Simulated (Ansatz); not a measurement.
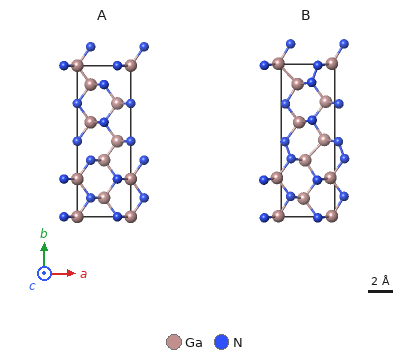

Two geometries of an interface cell of composition GaN, drawn at one scale. One is the start of a relaxation, the other its converged end. A ball-and-stick model of the cell of the calculation, reduced to other axes, seen along the c axis. Lengths and directions refer to the drawn axes.

Computed with DFT PBE, scalar-relativistic, plane waves, PAW in Ansatz 0.2.0. Settings: plane-wave cutoff 420 eV; k-point mesh 8 × 6 × 2; occupations gaussian; smearing width 0.05 eV; no spin polarisation; cell relaxed at fixed a, b, alpha, beta, gamma; force threshold 0.02 eV/Å; at most 45 steps.

> Which of the two is the end point?

Structure B is the relaxed one. Case: antiphase boundary on (1 1 0), species swapped. Over 6 accepted moves (7 points after the start) the energy falls by 4.755 eV per cell of the calculation. Largest force component: 5.3 eV/Å at the start, 0.017 eV/Å at the end. Pressure: 12.30 GPa at the start and 2.41 GPa at the end. The SCF was repeated once at an unchanged geometry on a basis and grid sized afresh for the cell, which shifted the energy by 4.8 meV per cell of the calculation at most. The largest moves relative to the cell, 0.38 Å, are those of Ga atoms. Largest moves by element: Ga 0.38 Å, N 0.37 Å. The volume changes by +0.9 %, with a unchanged at 4.548 Å, b 12.865 → 12.975 Å (+0.9 %), c unchanged at 3.216 Å. Near-neighbour distances that change, for instance: N–N 1.970 → 1.541 Å, Ga–Ga 1.970 → 2.374 Å, Ga–N 1.970 → 2.041 Å, Ga–N 1.970 → 2.011 Å. New bonds form: N–N (1.97 → 1.54 Å). Among the angles between lasting bonds that change: Ga–N–Ga 109.5° → 102.5°, Ga–N–Ga 109.5° → 114.3°, N–Ga–N 109.5° → 114.2°. The run took 3.2 min on 2 threads of Arm Neoverse V2, with other jobs on the host, peak memory 0.83 GiB.
